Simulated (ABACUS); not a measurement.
MnO: geometry relaxation (part 2 of 3)

The same run, continued: MnO (2 atoms in the cell); Kohn-Sham DFT of a periodic cell, PBE, PseudoDojo NC SR 0.4.1 PBE standard, spin-polarised (ABACUS 3.10.1); cutoff 1360.57 eV, 9×9×9 k-mesh, fermi-dirac of 0.05 eV, collinear spins. The structure derives from a Materials Project entry. The settings are looser than a standard set-up, so the numbers are not reference values.

Geometry of the input (Å; fractional positions):
```
0.0000  2.2239  2.2239
2.2239  0.0000  2.2239
2.2239  2.2239  0.0000
Mn 0.0000  0.0000  0.0000
O  0.5000  0.5000  0.5000
```

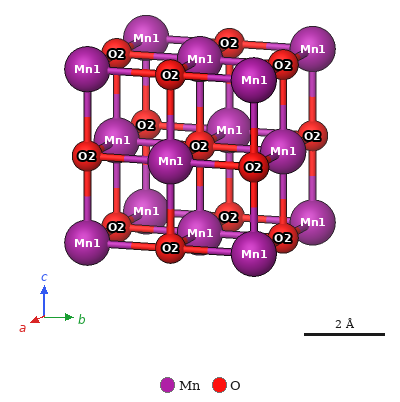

Fig. 1: The starting structure (ball-and-stick view of the cell 4 times as large as that of the calculation, set on its symmetry axes, seen slightly off an axis; atoms are numbered from 1 in the order of the input).

## What the program printed, continued
```
 LCAO ALGORITHM --------------- ION=   1  ELEC=   3--------------------------------
          total magnetism (Bohr mag/cell) = 4.54203
       absolute magnetism (Bohr mag/cell) = 4.54203
                        nelec for spin up = 12.771
                      nelec for spin down = 8.22898

 Density error is 0.0274770521918
----------------------------------------------------------
     Energy           Rydberg                 eV
----------------------------------------------------------
 E_KohnSham     -250.7114171303      -3411.1038266272
 E_Harris       -248.1586362320      -3376.3714606647
 E_Fermi        1.0429024080         14.1894152061
----------------------------------------------------------

 LCAO ALGORITHM --------------- ION=   1  ELEC=   4--------------------------------
          total magnetism (Bohr mag/cell) = 4.59994
       absolute magnetism (Bohr mag/cell) = 4.59994
                        nelec for spin up = 12.8
                      nelec for spin down = 8.20003

 Density error is 0.0220054499422
----------------------------------------------------------
     Energy           Rydberg                 eV
----------------------------------------------------------
 E_KohnSham     -250.7105242615      -3411.0916785241
 E_Harris       -249.5589750299      -3395.4240474464
 E_Fermi        1.0806205782         14.7025972402
----------------------------------------------------------

 LCAO ALGORITHM --------------- ION=   1  ELEC=   5--------------------------------
          total magnetism (Bohr mag/cell) = 4.61744
       absolute magnetism (Bohr mag/cell) = 4.61744
                        nelec for spin up = 12.8087
                      nelec for spin down = 8.19128

 Density error is 0.0118641809717
----------------------------------------------------------
     Energy           Rydberg                 eV
----------------------------------------------------------
 E_KohnSham     -250.7087522389      -3411.0675689193
 E_Harris       -250.2275920144      -3404.5210482149
 E_Fermi        1.1097431366         15.0988299739
----------------------------------------------------------

 LCAO ALGORITHM --------------- ION=   1  ELEC=   6--------------------------------
          total magnetism (Bohr mag/cell) = 4.57687
       absolute magnetism (Bohr mag/cell) = 4.57687
                        nelec for spin up = 12.7884
                      nelec for spin down = 8.21156

 Density error is 0.00228827621025
----------------------------------------------------------
     Energy           Rydberg                 eV
----------------------------------------------------------
 E_KohnSham     -250.7092101196      -3411.0737987057
 E_Harris       -250.6213984276      -3409.8790593442
 E_Fermi        1.1364613706         15.4623501965
----------------------------------------------------------

 LCAO ALGORITHM --------------- ION=   1  ELEC=   7--------------------------------
          total magnetism (Bohr mag/cell) = 4.57926
       absolute magnetism (Bohr mag/cell) = 4.57926
                        nelec for spin up = 12.7896
                      nelec for spin down = 8.21037

 Density error is 0.00115484554033
----------------------------------------------------------
     Energy           Rydberg                 eV
----------------------------------------------------------
 E_KohnSham     -250.7092476604      -3411.0743094752
 E_Harris       -250.7340633898      -3411.4119447942
 E_Fermi        1.1392097097         15.4997432690
----------------------------------------------------------

 LCAO ALGORITHM --------------- ION=   1  ELEC=   8--------------------------------
          total magnetism (Bohr mag/cell) = 4.58167
       absolute magnetism (Bohr mag/cell) = 4.58167
                        nelec for spin up = 12.7908
                      nelec for spin down = 8.20917

 Density error is 0.000594352349349
----------------------------------------------------------
     Energy           Rydberg                 eV
----------------------------------------------------------
 E_KohnSham     -250.7092446289      -3411.0742682295
 E_Harris       -250.7340189205      -3411.4113397588
 E_Fermi        1.1392280422         15.4999926955
----------------------------------------------------------

 LCAO ALGORITHM --------------- ION=   1  ELEC=   9--------------------------------
          total magnetism (Bohr mag/cell) = 4.57979
       absolute magnetism (Bohr mag/cell) = 4.57979
                        nelec for spin up = 12.7899
                      nelec for spin down = 8.21011

 Density error is 8.51936997837e-05
----------------------------------------------------------
     Energy           Rydberg                 eV
----------------------------------------------------------
 E_KohnSham     -250.7092461888      -3411.0742894520
 E_Harris       -250.7125672554      -3411.1194748811
 E_Fermi        1.1387745619         15.4938227798
----------------------------------------------------------

 LCAO ALGORITHM --------------- ION=   1  ELEC=  10--------------------------------
          total magnetism (Bohr mag/cell) = 4.57965
       absolute magnetism (Bohr mag/cell) = 4.57965
                        nelec for spin up = 12.7898
                      nelec for spin down = 8.21017

 Density error is 3.12426771817e-05
----------------------------------------------------------
     Energy           Rydberg                 eV
----------------------------------------------------------
 E_KohnSham     -250.7092462011      -3411.0742896195
 E_Harris       -250.7100349564      -3411.0850211865
 E_Fermi        1.1387162646         15.4930296034
----------------------------------------------------------

 LCAO ALGORITHM --------------- ION=   1  ELEC=  11--------------------------------
          total magnetism (Bohr mag/cell) = 4.57956
       absolute magnetism (Bohr mag/cell) = 4.57956
                        nelec for spin up = 12.7898
                      nelec for spin down = 8.21022

 Density error is 1.32029328408e-05
----------------------------------------------------------
     Energy           Rydberg                 eV
----------------------------------------------------------
 E_KohnSham     -250.7092462079      -3411.0742897118
 E_Harris       -250.7087058490      -3411.0669377525
 E_Fermi        1.1386933453         15.4927177713
----------------------------------------------------------

 LCAO ALGORITHM --------------- ION=   1  ELEC=  12--------------------------------
          total magnetism (Bohr mag/cell) = 4.57957
       absolute magnetism (Bohr mag/cell) = 4.57957
                        nelec for spin up = 12.7898
                      nelec for spin down = 8.21022

 Density error is 8.936527902e-07
----------------------------------------------------------
     Energy           Rydberg                 eV
----------------------------------------------------------
 E_KohnSham     -250.7092462086      -3411.0742897222
 E_Harris       -250.7092832836      -3411.0747941529
 E_Fermi        1.1387094468         15.4929368433
----------------------------------------------------------

 LCAO ALGORITHM --------------- ION=   1  ELEC=  13--------------------------------
          total magnetism (Bohr mag/cell) = 4.57956
       absolute magnetism (Bohr mag/cell) = 4.57956
                        nelec for spin up = 12.7898
                      nelec for spin down = 8.21022

 Density error is 2.83317055999e-07
----------------------------------------------------------
     Energy           Rydberg                 eV
----------------------------------------------------------
 E_KohnSham     -250.7092462086      -3411.0742897225
 E_Harris       -250.7092437319      -3411.0742560248
 E_Fermi        1.1387087039         15.4929267354
----------------------------------------------------------

 LCAO ALGORITHM --------------- ION=   1  ELEC=  14--------------------------------
          total magnetism (Bohr mag/cell) = 4.57956
       absolute magnetism (Bohr mag/cell) = 4.57956
                        nelec for spin up = 12.7898
                      nelec for spin down = 8.21022

 Density error is 8.94043545826e-08
----------------------------------------------------------
     Energy           Rydberg                 eV
----------------------------------------------------------
 E_KohnSham     -250.7092462086      -3411.0742897217
 E_KS(sigma->0) -250.7088455087      -3411.0688379202
 E_Harris       -250.7092478378      -3411.0743118882
 E_band         -15.1933058959       -206.7155316409
 E_one_elec     -105.9444621854      -1441.4483572675
 E_Hartree      66.7119519755        907.6626715686
 E_xc           -45.7679545426       -622.7049675850
 E_Ewald        -165.7079800562      -2254.5727328350
 E_entropy(-TS) -0.0008013997        -0.0109036028
 E_descf        0.0000000000         0.0000000000
 E_exx          0.0000000000         0.0000000000
 E_Fermi        1.1387087062         15.4929267667
----------------------------------------------------------

 charge density convergence is achieved
 final etot is -3411.0742897 eV
 EFERMI = 15.492926767 eV

 STATE ENERGY(eV) AND OCCUPATIONS    NSPIN == 2
SPIN UP :
[... levels at 70 further k points ...]

-------------------------------------------------
 Total Magnetism (uB)
-------------------------------------------------
                        Mn1         4.3065310831
                         O1         0.2730314578
-------------------------------------------------

 correction force for each atom along direction 1 is 1.85062e-14
 correction force for each atom along direction 2 is 2.41803e-14
 correction force for each atom along direction 3 is -1.17427e-14
------------------------------------------------------------------------------------------
 TOTAL-FORCE (eV/Angstrom)
------------------------------------------------------------------------------------------
                       Mn1         0.0000000000         0.0000000000         0.0000000000
                        O1         0.0000000000         0.0000000000         0.0000000000
------------------------------------------------------------------------------------------

----------------------------------------------------------------
 TOTAL-STRESS (KBAR)
----------------------------------------------------------------
        28.7914402383        -0.0000000000         0.0000000000
         0.0000000000        28.7914402383         0.0000000000
         0.0000000000        -0.0000000000        28.7914402383
----------------------------------------------------------------
 TOTAL-PRESSURE: 28.791440 KBAR

 Largest gradient in force is 0.000000 eV/A.
 Threshold is 0.005000 eV/A.

 Largest gradient in stress is 28.791440 kbar.
 Threshold is 0.200000 kbar.

 Relaxation is not converged yet!
DIRECT COORDINATES
    atom                   x                   y                   z     mag                  vx                  vy                  vz
taud_Mn1            0.0000000000        0.0000000000        0.0000000000  4.0000        0.0000000000        0.0000000000        0.0000000000
taud_O1            0.5000000000        0.5000000000        0.5000000000  0.0000        0.0000000000        0.0000000000        0.0000000000

                          Volume (Bohr^3) = 152.893701
                             Volume (A^3) = 22.656482

 Lattice vectors: (Cartesian coordinate: in unit of a_0)
            -0.000000           +2.245886           +2.245886
            +2.245886           +0.000000           +2.245886
            +2.245886           +2.245886           -0.000000
 Reciprocal vectors: (Cartesian coordinate: in unit of 2 pi/a_0)
            -0.222629           +0.222629           +0.222629
            +0.222629           -0.222629           +0.222629
            +0.222629           +0.222629           -0.222629

 -------------------------------------------
 STEP OF RELAXATION : 2
 -------------------------------------------

[... set-up of the moved cell ...]

 LCAO ALGORITHM --------------- ION=   2  ELEC=   1--------------------------------
          total magnetism (Bohr mag/cell) = 4.635595
       absolute magnetism (Bohr mag/cell) = 4.635595
                        nelec for spin up = 12.817798
                      nelec for spin down = 8.182202

 Density error is 0.003500189129
----------------------------------------------------------
     Energy           Rydberg                 eV
----------------------------------------------------------
 E_KohnSham     -250.7094575374      -3411.0771649971
 E_Harris       -250.8039787171      -3412.3631916236
 E_Fermi        1.0972314507         14.9285997543
----------------------------------------------------------
```
